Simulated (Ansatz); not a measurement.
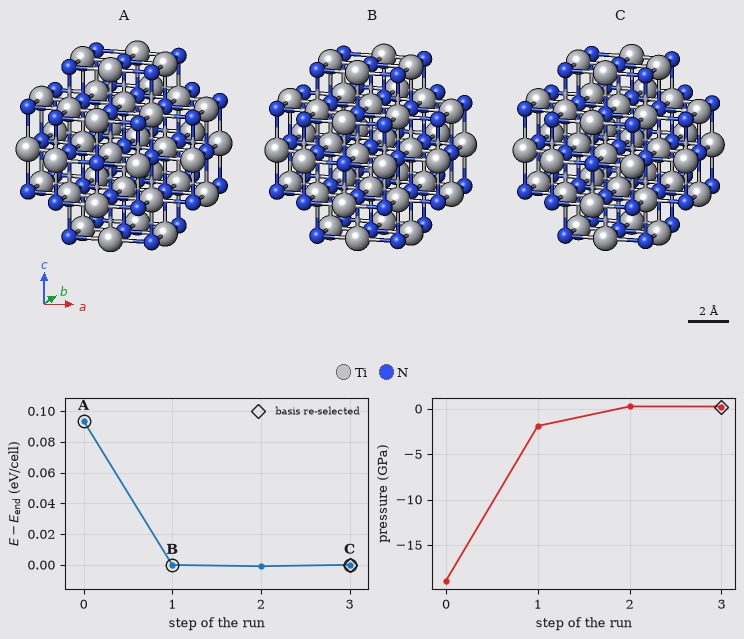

Frames of a relaxation of solid TiN (a generated structure, set up in Fm-3m) (coarse preliminary run), marked on the history of the run. A ball-and-stick model of the conventional cell (4 times the calculation's cell), seen slightly off an axis. Lengths and directions refer to the drawn axes.

Case: Hf → Ti on all its sites, cell and atoms relaxed.

Computed with DFT r2SCAN, scalar-relativistic, plane waves, PAW in Ansatz 0.2.0. Settings: plane-wave cutoff 500 eV; k-point mesh 8 × 8 × 8; occupations gaussian; smearing width 0.1 eV; no spin polarisation; cell and atoms relaxed; force threshold 0.05 eV/Å; at most 60 steps.

**What happens along the run?**

Over 2 accepted moves (3 points after the start) the energy falls by 93.5 meV per cell of the calculation. All forces vanish by symmetry, so only the cell relaxes. The pressure goes from −18.95 to 0.24 GPa. At 1 point the geometry stayed and the basis and grid were re-selected for the new cell (energy shift of 0.9 meV per cell of the calculation at most each time). No atom moves by more than 0.005 Å relative to the cell. The drawn cell changes as follows: a = b = c 4.341 → 4.232 Å (−2.5 %); the volume changes by −7.3 %. Among the contacts that change: Ti–Ti 3.070 → 2.993 Å, N–Ti 2.171 → 2.116 Å. The space group stays Fm-3m (No. 225). From step 0 to 1: volume −6.6 %, energy −93.6 meV per cell of the calculation. From step 1 to 3: volume −0.7 %, energy +0.1 meV per cell of the calculation.

| step | E − E(0), meV/atom | pressure, GPa | volume, Å³/atom | note |
| --- | --- | --- | --- | --- |
| 0 | 0.00 | -18.95 | 10.226 |  |
| 1 | -46.82 | -1.90 | 9.547 |  |
| 2 | -47.23 | 0.25 | 9.477 |  |
| 3 | -46.77 | 0.24 | 9.477 | same geometry, new basis |
